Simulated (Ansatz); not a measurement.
# Ga17N18 (cell charge −3, with a compensating background) (cell with a defect): what the fields show

The calculation's input:

```
crystal:
  lattice:
    - [0.0, -5.5744824149, 5.2430304722]
    - [4.8276433843, 2.7872412075, 5.2430304722]
    - [-4.8276433843, 2.7872412075, 5.2430304722]
  atoms:
    - { symbol: Ga, position: [0.7774883403, 0.444155007, 0.7774883403] }
    - { symbol: Ga, position: [0.444155007, 0.444155007, 0.1108216736] }
    - { symbol: Ga, position: [0.7774883403, 0.7774883403, 0.444155007] }
    - { symbol: Ga, position: [0.1108216736, 0.444155007, 0.444155007] }
    - { symbol: Ga, position: [0.444155007, 0.7774883403, 0.7774883403] }
    - { symbol: Ga, position: [0.7774883403, 0.1108216736, 0.1108216736] }
    - { symbol: Ga, position: [0.1108216736, 0.7774883403, 0.1108216736] }
    - { symbol: Ga, position: [0.444155007, 0.1108216736, 0.444155007] }
    - { symbol: Ga, position: [0.1108216736, 0.1108216736, 0.7774883403] }
    - { symbol: Ga, position: [0.3885994514, 0.3885994514, 0.7219327847] }
    - { symbol: Ga, position: [0.7219327847, 0.7219327847, 0.0552661181] }
    - { symbol: Ga, position: [0.0552661181, 0.3885994514, 0.0552661181] }
    - { symbol: Ga, position: [0.3885994514, 0.7219327847, 0.3885994514] }
    - { symbol: Ga, position: [0.7219327847, 0.0552661181, 0.7219327847] }
    - { symbol: Ga, position: [0.0552661181, 0.7219327847, 0.7219327847] }
    - { symbol: Ga, position: [0.3885994514, 0.0552661181, 0.0552661181] }
    - { symbol: Ga, position: [0.0552661181, 0.0552661181, 0.3885994514] }
    - { symbol: "N", position: [0.5697338819, 0.2364005486, 0.5697338819] }
    - { symbol: "N", position: [0.2364005486, 0.2364005486, 0.9030672153] }
    - { symbol: "N", position: [0.5697338819, 0.5697338819, 0.2364005486] }
    - { symbol: "N", position: [0.9030672153, 0.2364005486, 0.2364005486] }
    - { symbol: "N", position: [0.2364005486, 0.5697338819, 0.5697338819] }
    - { symbol: "N", position: [0.5697338819, 0.9030672153, 0.9030672153] }
    - { symbol: "N", position: [0.9030672153, 0.5697338819, 0.9030672153] }
    - { symbol: "N", position: [0.2364005486, 0.9030672153, 0.2364005486] }
    - { symbol: "N", position: [0.9030672153, 0.9030672153, 0.5697338819] }
    - { symbol: "N", position: [0.8475116597, 0.5141783264, 0.5141783264] }
    - { symbol: "N", position: [0.5141783264, 0.5141783264, 0.8475116597] }
    - { symbol: "N", position: [0.8475116597, 0.8475116597, 0.180844993] }
    - { symbol: "N", position: [0.180844993, 0.5141783264, 0.180844993] }
    - { symbol: "N", position: [0.5141783264, 0.8475116597, 0.5141783264] }
    - { symbol: "N", position: [0.8475116597, 0.180844993, 0.8475116597] }
    - { symbol: "N", position: [0.180844993, 0.8475116597, 0.8475116597] }
    - { symbol: "N", position: [0.5141783264, 0.180844993, 0.180844993] }
    - { symbol: "N", position: [0.180844993, 0.180844993, 0.5141783264] }
total_charge: -3
basis:
  ecutwfc: 420
  xc_grid: 2
kpoints:
  mp_grid: { grid: [2, 2, 2], shift: [0.5, 0.5, 0.5] }
hamiltonian:
  xc: pbe
scf:
  occupations: { method: gaussian, width: 0.02 }
output:
  forces: true
  stress: false
  eigenvalues: true
  write_density: true
  write_potential: true
  elf: true
  volumetric_format: npy
relax:
  adjacent_minimum: "off"
  f_tol: 0.02
  max_steps: 60
```

Command:

```sh
ansatz run input.yaml --threads 4 --pin off --max-ram 10240MiB --backend cpu --events-out ev --progress --plain --runs-dir out
```

The fields are those of the run's last geometry, not of the input's.

Computed with DFT PBE, scalar-relativistic, plane waves, PAW (Ansatz 0.2.0).

The density is the valence pseudo-density of a PAW calculation; it isn't the true density close to the nuclei.

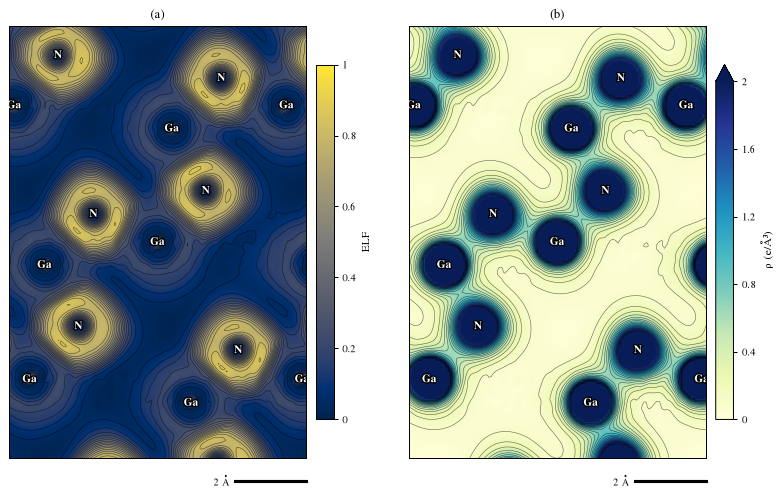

Figure 1. (a) ELF; (b) valence charge density (pseudo) on the (101̄) plane of the calculation cell.

Q: What does the map show?

A:
- The plane passes through Ga and N nuclei.
- Ga–N (1.87 Å): ρ is about 0.86 e/Å³ halfway; the ELF peaks at about 0.80 in the valence shell of N, 0.7 Å from its nucleus, and is about 0.50 at the midpoint.
- Ga–N (1.98 Å): the density is about 0.71 e/Å³ at the midpoint; the ELF peaks at about 0.85 in the valence shell of N, 0.7 Å from its nucleus, and is about 0.45 at the midpoint.
- Ga–N (2.02 Å): ρ is about 0.65 e/Å³ halfway; the ELF peaks at about 0.85 in the valence shell of N, 0.7 Å from its nucleus, and is about 0.45 at the midpoint.
- The density dies away to nearly zero in the voids.

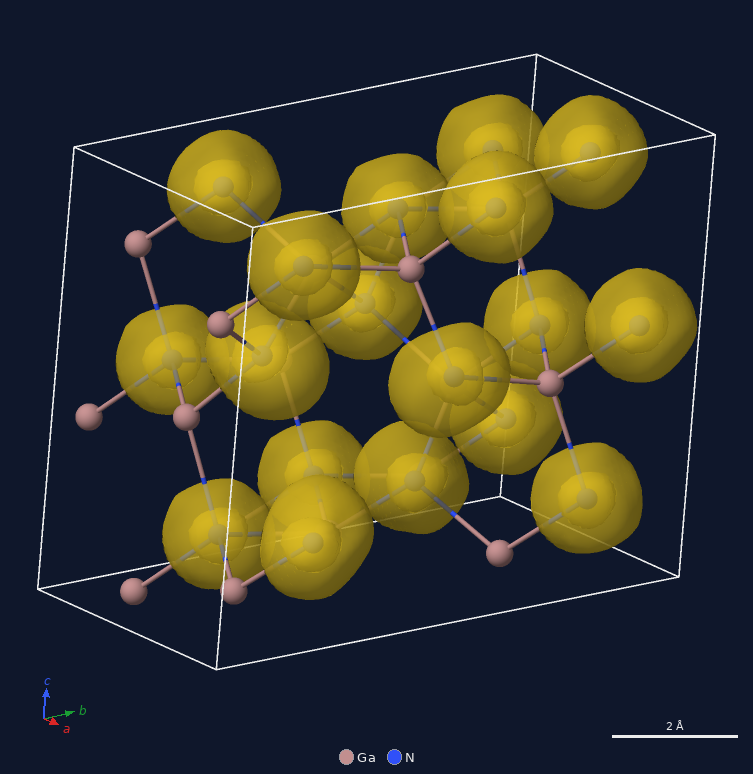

Figure 2. Isosurface of the electron localisation function at 0.7 (yellow), seen slightly off an axis. Only the valence region is drawn (cores and ρ < 0.01 e/Å³ removed). Sticks mark near contacts.

Q: What do the ELF domains correspond to?

A: The surface consists of 18 regions wrapped around N (the valence shell of each), counted in one cell of 35 atoms. Regions shared between cells count once.


 Ga–N (1.96 Å): the ELF peaks at about 0.85 in the valence shell of N, 0.7 Å from its nucleus, and is about 0.50 at the midpoint.

Q: Does the calculation give a band gap?

A: It is gapped, with a Kohn–Sham gap of 2.2 eV on the k-point mesh (the band edges may lie off the mesh, which would make the gap smaller).
